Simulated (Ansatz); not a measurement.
Run report: SnO$_{2}$, single-point calculation (part 1 of 2)

The run: single-point calculation of SnO$_{2}$ (slab, 30 atoms in the cell). Method and program: DFT PBEsol, scalar-relativistic, plane waves, PAW, no spin polarisation (Ansatz 0.2.0).

The structure derives from an entry of the Crystallography Open Database.

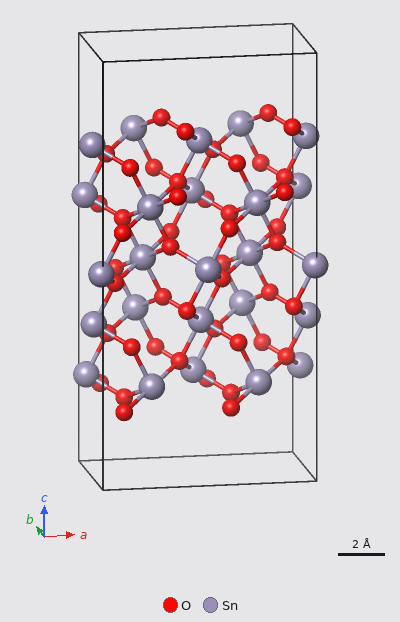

Figure 1. The structure as given in the input (ball-and-stick view of the 2 × 1 repeat of the cell, with the vacuum cut short, seen slightly off an axis). Near neighbours in the crystal (not all of them lie inside the picture): O has 2 Sn at 2.07 Å; Sn has 5 O at 2.07 Å; O has 3 Sn at 2.07 Å; Sn has 6 O at 2.07 Å.

Input file:
```yaml
crystal:
  lattice:
    - [4.7689900193, 0.0, 0.0]
    - [0.0, 5.7498370074, 0.0]
    - [0.0, 0.0, 27.2884332683]
  atoms:
    - { symbol: O, position: [0.1937236166, 0.9772305519, 0.2748417224] }
    - { symbol: O, position: [0.3062763834, 0.4772305519, 0.2748417224] }
    - { symbol: Sn, position: [0.0, 0.6879260565, 0.3047430228] }
    - { symbol: Sn, position: [0.5, 0.1879260565, 0.3047430228] }
    - { symbol: O, position: [0.6937236166, 0.8986215612, 0.3346443232] }
    - { symbol: O, position: [0.8062763834, 0.3986215612, 0.3346443232] }
    - { symbol: O, position: [0.1937236166, 0.6651566084, 0.372470211] }
    - { symbol: O, position: [0.3062763834, 0.1651566084, 0.372470211] }
    - { symbol: Sn, position: [0.0, 0.3758521131, 0.4023715114] }
    - { symbol: Sn, position: [0.5, 0.8758521131, 0.4023715114] }
    - { symbol: O, position: [0.6937236166, 0.5865476177, 0.4322728118] }
    - { symbol: O, position: [0.8062763834, 0.0865476177, 0.4322728118] }
    - { symbol: O, position: [0.1937236166, 0.353082665, 0.4700986996] }
    - { symbol: O, position: [0.3062763834, 0.853082665, 0.4700986996] }
    - { symbol: Sn, position: [0.0, 0.0637781696, 0.5] }
    - { symbol: Sn, position: [0.5, 0.5637781696, 0.5] }
    - { symbol: O, position: [0.6937236166, 0.2744736743, 0.5299013004] }
    - { symbol: O, position: [0.8062763834, 0.7744736743, 0.5299013004] }
    - { symbol: O, position: [0.1937236166, 0.0410087215, 0.5677271882] }
    - { symbol: O, position: [0.3062763834, 0.5410087215, 0.5677271882] }
    - { symbol: Sn, position: [0.0, 0.7517042262, 0.5976284886] }
    - { symbol: Sn, position: [0.5, 0.2517042262, 0.5976284886] }
    - { symbol: O, position: [0.6937236166, 0.9623997308, 0.627529789] }
    - { symbol: O, position: [0.8062763834, 0.4623997308, 0.627529789] }
    - { symbol: O, position: [0.1937236166, 0.7289347781, 0.6653556768] }
    - { symbol: O, position: [0.3062763834, 0.2289347781, 0.6653556768] }
    - { symbol: Sn, position: [0.0, 0.4396302827, 0.6952569772] }
    - { symbol: Sn, position: [0.5, 0.9396302827, 0.6952569772] }
    - { symbol: O, position: [0.6937236166, 0.6503257874, 0.7251582776] }
    - { symbol: O, position: [0.8062763834, 0.1503257874, 0.7251582776] }
basis:
  ecutwfc: 420
kpoints:
  mp_grid: { grid: [6, 5, 1] }
hamiltonian:
  xc: pbesol
scf:
  occupations: { method: gaussian, width: 0.05 }
output:
  forces: true
  stress: true
  eigenvalues: true
  write_density: true
  write_potential: true
  elf: true
  volumetric_format: npy
efield:
  axis: 3
  dipole_correction: true
```

Command:
```bash
ansatz run input.yaml --threads 4 --pin off --max-ram 10240MiB --backend cpu --events-out ev --progress --plain --runs-dir out
```

The program's output:
```
Engine: ansatz 0.2.0, x86_64-unknown-linux-gnu
Pseudopotentials: kind: paw
Pseudopotential: O, paw, valence charge 6, recommended cutoff 420 eV (normal), O.paw.azcp
Pseudopotential: Sn, paw, valence charge 14, recommended cutoff 420 eV (normal), Sn.paw.azcp
Functional definition: PBEsol
  exchange = pbesol_x
  correlation = pbesol_c
Crystal: 30 atoms, lattice volume = 748.274 Å³
Basis set: ecut = 420 eV, 14635 PW (Γ), exchange–correlation on 64×80×384 points (8 copies of the dense FFT grid, shifted against one another)
Bands: 160, of which v1, the nominal top of the filled ones, is band 130 counted from 1 (129 counted from 0)
Symmetry: 2 space group operations
k-points: 12 of 30 (time reversal used)
Non-local potential: O, projectors of the file, l = 0: 2, l = 1: 2, l = 2: 1
Non-local potential: Sn, projectors of the file, l = 0: 2, l = 1: 2, l = 2: 2, l = 3: 2
PAW form: soft (Blöchl's): semilocal exchange-correlation on the pseudo side does not see the compensation charge
PAW frozen core: O, regenerated for the run's functional, and the local potential with it (the file was generated under x = pbe(κ = 0.804, μ = 0.2195149727645171), c = pbe(β = 0.06672455060314922))
PAW frozen core: Sn, regenerated for the run's functional, and the local potential with it (the file was generated under x = pbe(κ = 0.804, μ = 0.2195149727645171), c = pbe(β = 0.06672455060314922))
PAW one-centre angular grid: O, 110 points (default); XC on 64 Gauss nodes
PAW one-centre angular grid: Sn, 590 points (default); XC on 64 Gauss nodes
Initial density: superposition of atomic densities (neutral atoms: chi_scale 0, normalization atom), corrected by the library's trained network
Initial wavefunctions: pseudopotential atomic-orbital guess
Functional: x = pbesol(κ = 0.804, μ = 0.12345679012345678), c = pbesol(β = 0.046)
SCF iter   1: F=—  HF=-70708.890306 eV  |F-HF|=—  |Δ(HF+E_count)|=         —  Δρ=1.17e-2  dr2=8.17e-1  ethr=1.77e-3  p=0.000 e·Å  D=5.67e-12 V/Å  ΔV_dip=-0.00 eV  dr2_dipole=1.79e-9  V_vac-E_F(+/−)=6.57/6.57 eV  ⟨swp⟩=7.0  Hψ=8316  notcnv=0  defer=153
efield: sawtooth ramp at fractional position 0.9500 (placed from the atoms, in the widest stretch of the axis that holds none; the zero of the levels goes with the place), width 0.1000; the density the first Hamiltonian is built on has a dipole p = 0.000 e·Å; the dipole correction subtracts the counter field D = 5.67e-12 V/Å, which shifts the + side's vacuum level by -0.00 eV against the − side's; the planar-averaged density in the ramp window peaks in size at 3.3e-5 e/Å³
preconditioner: auto → Resta (q_TF=auto, 2.288 Å⁻¹)  ε∞=2.4  [insulator: Δε(μ)=0.298 eV  Ē_g=18.399 eV  σ=0.050 eV  W_gap=1.00  n_scr=148 (ndim 8)  ℏωp=21.9 eV  f_vac=0.479  D(μ)=0.00/eV (n_scr^D=0)  ε∞_Penn≈2.4  vacuum switching on, ρ_ref=2.5e-2 e/Å³]
SCF iter   2: F=—  HF=-70708.706384 eV  |F-HF|=—  |Δ(HF+E_count)|=   1.84e-1  Δρ=4.03e-3  dr2=1.04e-1  ethr=3.14e-4  p=0.000 e·Å  D=7.38e-6 V/Å  ΔV_dip=-0.00 eV  dr2_dipole=4.31e-9  V_vac-E_F(+/−)=6.79/6.79 eV  ⟨swp⟩=2.2  Hψ=3053  notcnv=0  defer=300
SCF iter   3: F=—  HF=-70708.686100 eV  |F-HF|=—  |Δ(HF+E_count)|=   2.03e-2  Δρ=1.70e-3  dr2=2.07e-2  ethr=4.01e-5  p=-0.000 e·Å  D=-1.37e-7 V/Å  ΔV_dip=0.00 eV  dr2_dipole=7.35e-11  V_vac-E_F(+/−)=6.70/6.70 eV  ⟨swp⟩=2.0  Hψ=2463  notcnv=0  defer=300
SCF iter   4: F=—  HF=-70708.683659 eV  |F-HF|=—  |Δ(HF+E_count)|=   2.44e-3  Δρ=7.00e-4  dr2=3.27e-3  ethr=7.98e-6  p=0.000 e·Å  D=3.01e-7 V/Å  ΔV_dip=-0.00 eV  dr2_dipole=9.41e-12  V_vac-E_F(+/−)=6.71/6.71 eV  ⟨swp⟩=2.0  Hψ=2514  notcnv=0  defer=300
SCF iter   5: F=—  HF=-70708.683630 eV  |F-HF|=—  |Δ(HF+E_count)|=   2.92e-5  Δρ=2.74e-4  dr2=4.82e-4  ethr=1.26e-6  p=0.000 e·Å  D=1.36e-6 V/Å  ΔV_dip=-0.00 eV  dr2_dipole=2.24e-10  V_vac-E_F(+/−)=6.71/6.71 eV  ⟨swp⟩=2.4  Hψ=3393  notcnv=0  defer=300
SCF iter   6: F=—  HF=-70708.683749 eV  |F-HF|=—  |Δ(HF+E_count)|=   1.20e-4  Δρ=1.24e-4  dr2=1.01e-4  ethr=1.85e-7  p=-0.000 e·Å  D=-2.91e-6 V/Å  ΔV_dip=0.00 eV  dr2_dipole=1.86e-9  V_vac-E_F(+/−)=6.70/6.70 eV  ⟨swp⟩=2.0  Hψ=2368  notcnv=0  defer=300
SCF iter   7: F=—  HF=-70708.683750 eV  |F-HF|=—  |Δ(HF+E_count)|=   7.18e-7  Δρ=2.40e-5  dr2=4.16e-6  ethr=3.87e-8  p=0.000 e·Å  D=2.40e-6 V/Å  ΔV_dip=-0.00 eV  dr2_dipole=1.10e-9  V_vac-E_F(+/−)=6.70/6.70 eV  ⟨swp⟩=2.0  Hψ=2471  notcnv=0  defer=300
SCF iter   8: F=—  HF=-70708.683866 eV  |F-HF|=—  |Δ(HF+E_count)|=   1.16e-4  Δρ=1.20e-5  dr2=6.96e-7  ethr=1.60e-9  p=-0.000 e·Å  D=-3.13e-6 V/Å  ΔV_dip=0.00 eV  dr2_dipole=2.01e-9  V_vac-E_F(+/−)=6.70/6.70 eV  ⟨swp⟩=3.2  Hψ=4153  notcnv=0  defer=300
SCF iter   9: F=—  HF=-70708.683867 eV  |F-HF|=—  |Δ(HF+E_count)|=   1.05e-6  Δρ=7.16e-6  dr2=3.84e-7  ethr=2.68e-10  p=0.000 e·Å  D=9.80e-6 V/Å  ΔV_dip=-0.00 eV  dr2_dipole=1.90e-8  V_vac-E_F(+/−)=6.70/6.70 eV  ⟨swp⟩=2.0  Hψ=2630  notcnv=0  defer=300
SCF iter  10: F=-70708.683867 eV  HF=-70708.683867 eV  |F-HF|=3.54e-8  |Δ(HF+E_count)|=   3.85e-8  Δρ=2.41e-6  dr2=4.68e-8  ethr=3.85e-11  p=-0.000 e·Å  D=-4.95e-6 V/Å  ΔV_dip=0.00 eV  dr2_dipole=4.70e-9  V_vac-E_F(+/−)=6.70/6.70 eV  ⟨swp⟩=23.9  Hψ=19903  notcnv=0
SCF 1 converged in 10 iterations: F = -70708.683867 eV  dr2 = 4.68e-8
  greatest PAW one-centre occupation: 0.996 electrons in one spin orbital (limit 2), on the Sn atom at site 15 (counted from 0), in its partial waves of l = 2
```

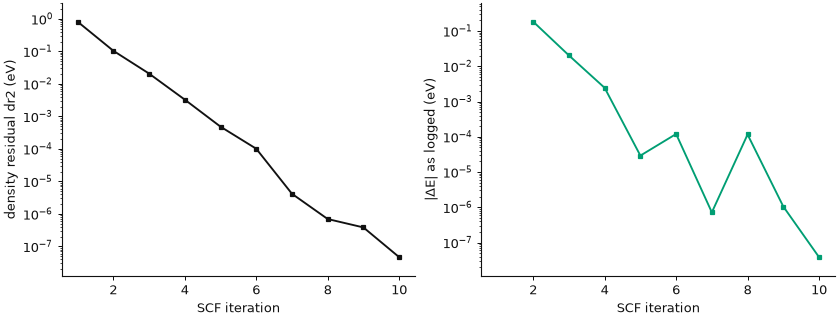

Figure 2. Convergence of the self-consistent field: density residual dr2 and size of the energy change against the SCF iteration. The residual falls at every step.

```
WARN: The output density's exchange-correlation potential varies sharply where the density is thin. Do not read a vacuum level from v_tot or v_xc, or from such a field of the output density. On a cell that repeats whose density bears no net charge and no dipole along the vacuum's axis use v_es (v_loc + v_h of the components); under efield.dipole_correction with no amplitude use v_es + v_field, which holds any external_charges[].barrier, or the levels of the report's work_function block, which leave it out; under a non-zero efield.amplitude the vacuum is tilted and has no level; on a cell that repeats and bears such a dipole with no correction it is tilted too, and efield.dipole_correction with no amplitude gives each side of its ramp a level where efield: is served; in a cell that repeats whose density bears a net charge (total_charge, or a fill off its count) it is curved and has none; of a slab under crystal.periodic whose density bears no net charge use v_es, which has a level on each side, short of where the two are joined; of another it falls or rises all the way out and has none; of a slab beside external_charges read slab_vacuum_level instead, which it has where they leave it neutral. The grid or the basis barely resolves most such structure, and the values can differ between equally converged runs; as a rule a tighter scf.convergence.dr2_threshold does not remove it. Where the density itself ripples (under the LDA too) a higher basis.ecutwfc lessens it. The files hold the spikes' plane waves up to the density's cutoff. Files: v_tot_of_output_density and the like, and their columns of v_z.tsv (output.write_potential); v_xc_of_output_density and the like, and their columns of v_comp_z.tsv (output.write_potential_components). Measured: with its Gaussian average of σ = 0.25 Å subtracted twice, the exchange-correlation potential is over 0.1 eV at 1226 of the grid points where the equally averaged density (valence and model cores) is under 1e-3 e/Å³, and 0.235 eV at the most among them, at an averaged density of 1.0e-6 e/Å³. The input density's (outcome.potential() and, of a run that writes arrays, v_tot and v_xc) is over 0.1 eV, so measured, at 178 points of its own thin density, 0.260 eV at the most. See output.write_potential in the manual, Limitations
SCF converged after 10 iterations
Free energy (F): -70708.683867 eV
Harris-Foulkes:  -70708.683867 eV  (|F-HF|=3.54e-8)
Internal energy: -70708.683867 eV  (E = F + TS)
E sigma→0 (E₀):  -70708.683867 eV
Entropy (-TS):   -0.000000 eV (-0.000 meV/atom)
Fermi energy:    1.302201 eV
Dipole field:    D = 0.000043 V/Å  (p = 0.000177 e·Å, saw-weighted, corrected)
Work function:   Φ+ = 6.7006 eV   Φ− = 6.7017 eV
Levels:          The Fermi level and band energies are counted from a zero that moves with the ramp; work functions are not
--- Per-component energies (eV) ---
  E_band       = -2819.945727
  E_kinetic    = 5374.214379
  E_local      = -283097.336248  (includes V_loc(G=0)·N_el)
  E_nonlocal   = 691.912659
  E_hartree    = 140716.779556
  E_xc         = -5212.557314
  E_vxc        = -2799.546691  (∫ρ·V_xc dr)
  E_paw        = -43802.810928  (= ΣΔE_a)
  E_vpaw       = -4422.787719  (= ΣTr[D̂ρ^β])
  E_aug_tail   = 0.049126  (compensation charges beyond the density's cutoff)
  E_efield     = 0.000000  (sawtooth field / dipole correction)
  E_vefield    = 0.000000  (∫n·V_field dr)
  E_ewald      = 114617.510749
  E_core_change = 3.554156  (= ΣΔE_core)
  E_smearing   = -0.000000  (= −TS)
  E_closure    = -0.000000  (closes the sum)
  Σ components = -70708.683867   (vs F -70708.683867, Δ=0.00e0)
--- Forces (eV/Å), atoms counted from 1 ---
  atom   1  O     -0.44054022    -0.40981783     0.07692228
  atom   2  O      0.44054022    -0.40981783     0.07692228
  atom   3  Sn     2.70225909     0.62346225     0.09204027
  atom   4  Sn    -2.70225909     0.62346225     0.09204027
  atom   5  O      0.38942584    -0.12204559    -0.67462074
  atom   6  O     -0.38942584    -0.12204559    -0.67462074
  atom   7  O     -0.16726396    -0.08432408     0.29264207
  atom   8  O      0.16726396    -0.08432408     0.29264207
  atom   9  Sn     0.42077093     0.00362394     0.23678874
  atom  10  Sn    -0.42077093     0.00362394     0.23678874
  atom  11  O      0.03358268     0.00084870    -0.10013474
  atom  12  O     -0.03358268     0.00084870    -0.10013474
  atom  13  O     -0.00769256    -0.01076684     0.04868689
  atom  14  O      0.00769256    -0.01076684     0.04868689
  atom  15  Sn    -0.00000041    -0.00000109     0.00002477
  atom  16  Sn     0.00000041    -0.00000109     0.00002477
  atom  17  O     -0.00768680     0.01076807    -0.04871343
  atom  18  O      0.00768680     0.01076807    -0.04871343
  atom  19  O      0.03357623    -0.00084665     0.10010642
  atom  20  O     -0.03357623    -0.00084665     0.10010642
  atom  21  Sn    -0.42077135    -0.00363045    -0.23669761
  atom  22  Sn     0.42077135    -0.00363045    -0.23669761
  atom  23  O     -0.16725500     0.08432765    -0.29271322
  atom  24  O      0.16725500     0.08432765    -0.29271322
  atom  25  O      0.38940272     0.12205348     0.67451448
  atom  26  O     -0.38940272     0.12205348     0.67451448
  atom  27  Sn    -2.70218046    -0.62343559    -0.09196377
  atom  28  Sn     2.70218046    -0.62343559    -0.09196377
  atom  29  O     -0.44059740     0.40975728    -0.07682781
  atom  30  O      0.44059740     0.40975728    -0.07682781
  max |Σ_I F_I| component: 1.09e-4 eV/Å
--- Stress (GPa, compression-positive) ---
       -2.758623       0.000000       0.000000
        0.000000      -2.825677       0.032413
        0.000000       0.032413       0.492883
  P = ⅓ Tr σ = -1.6971 GPa (-16.971 kbar)
--- Band table (eV; the first three rows and the last of 12) ---
```
